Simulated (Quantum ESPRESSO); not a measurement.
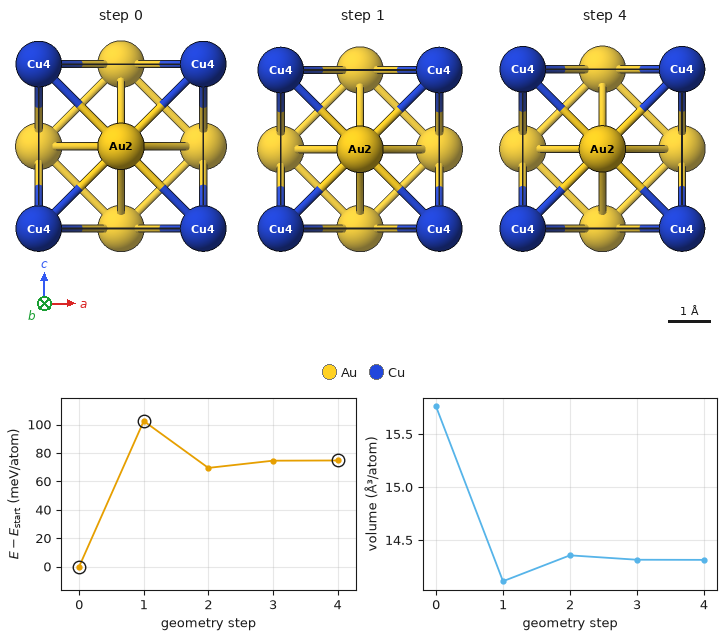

Frames of a relaxation of crystalline CuAu₃ (set up in Pm-3m), marked on the history of the run. Style: ball-and-stick. Shown: the cell of the calculation, along the b axis.

The run lets cell and atoms move.

The calculation used Kohn-Sham DFT of a periodic cell, PBEsol, GBRV 1.5 PBEsol in Quantum ESPRESSO 7.5.

Input
```
&CONTROL
  calculation = 'vc-relax'
  prefix = 'pwscf'
  outdir = './tmp'
  pseudo_dir = './pseudo'
  tprnfor = .true.
  tstress = .true.
  disk_io = 'low'
  nstep = 40
  forc_conv_thr = 0.0004
  etot_conv_thr = 1d-05
/
&SYSTEM
  ibrav = 0
  nat = 4
  ntyp = 2
  ecutwfc = 64
  ecutrho = 515
  nbnd = 36
  occupations = 'smearing'
  smearing = 'fd'
  degauss = 0.00367493
/
&ELECTRONS
  conv_thr = 8d-10
  electron_maxstep = 120
  mixing_beta = 0.5
/
&IONS
  ion_dynamics = 'bfgs'
/
&CELL
  cell_dynamics = 'bfgs'
  press = 200
  press_conv_thr = 0.3
/
ATOMIC_SPECIES
Au   196.9666 au_pbesol_v1.uspp.F.UPF
Cu    63.5460 cu_pbesol_v1.2.uspp.F.UPF
CELL_PARAMETERS angstrom
   3.9800000000    0.0000000000    0.0000000000
   0.0000000000    3.9800000000    0.0000000000
   0.0000000000    0.0000000000    3.9800000000
ATOMIC_POSITIONS angstrom
Au     1.9900000000    1.9900000000    0.0000000000
Au     1.9900000000    0.0000000000    1.9900000000
Au     0.0000000000    1.9900000000    1.9900000000
Cu     0.0000000000    0.0000000000    0.0000000000
K_POINTS automatic
7 7 7 0 0 0
```

Run as
```bash
OMP_NUM_THREADS=1 mpirun -n 2 pw.x -nk 2 -in pw.in > pw.out
```

What happens along the run?

The atoms keep their places relative to the cell (all moves are under 0.005 Å). The volume changes by −9.2 %, with a = b = c 3.980 → 3.854 Å (−3.2 %). Among the contacts that change: Au–Au 2.814 → 2.725 Å, Au–Cu 2.814 → 2.725 Å. The space group stays Pm-3m (No. 221). After 4 geometry steps the energy has risen by 74.7 meV per atom. With the target pressure of 20 GPa, the enthalpy E + pV changes by −106 meV per atom. All forces vanish by symmetry, so only the cell relaxes. Pressure: −1.28 GPa at the start and 20.00 GPa at the end. From step 0 to 1: volume −10.5 %, energy +102 meV per atom. From step 1 to 4: volume +1.4 %, energy −27.7 meV per atom.
